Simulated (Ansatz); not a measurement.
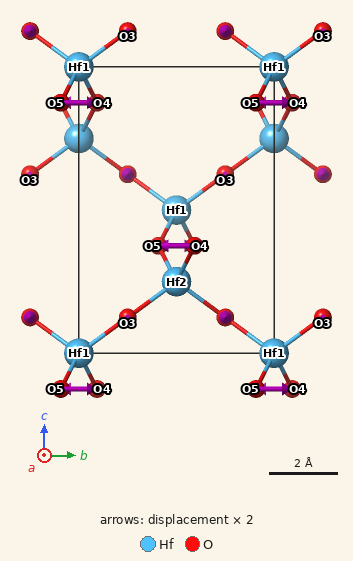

This is a relaxation of a crystal of HfO₂ (a generated structure, set up in I-42d) (coarse preliminary run). The starting structure is drawn; purple arrows show the displacements (the part carried along by the change of the cell is left out), magnified 2 times.

The picture is a ball-and-stick view of the conventional cell (2 times the calculation's cell), seen along the a axis. Lengths and directions refer to the drawn axes.

Case: Si → Hf on all its sites, cell and atoms relaxed.

These are results of DFT PBE, scalar-relativistic, plane waves, PAW (Ansatz), not measurements. Settings: plane-wave cutoff 420 eV; k-point mesh 6 × 6 × 6; occupations gaussian; smearing width 0.1 eV; no spin polarisation; cell and atoms relaxed; force threshold 0.05 eV/Å; at most 60 steps.

Which element moves most?

Oxygen: up to 0.55 Å, against 0.00 Å for hafnium.

What did the optimiser do to the structure, and how much energy did it gain?

After 7 accepted moves (11 points after the start) the energy has fallen by 141 meV per atom. Largest force component: 1.1 eV/Å at the start, 0.007 eV/Å at the end. The pressure goes from 13.41 to −0.04 GPa. The line search rejected the trial steps at points 7, 9 of the run. At 2 points the geometry stayed and the basis and grid were re-selected for the new cell (energy shift of 22.3 meV per atom at most each time). The largest moves relative to the cell, 0.55 Å, are those of O atoms. Hf stays in place. The drawn cell changes as follows: a = b 5.820 → 6.367 Å (+9.4 %), c 8.536 → 9.054 Å (+6.1 %); the volume changes by +26.9 %. Among the contacts that change: Hf–O 1.883 → 1.953 Å. Bond angles that change, for instance: Hf–O–Hf 146.8° → 177.9°. The space group stays I-42d (No. 122).
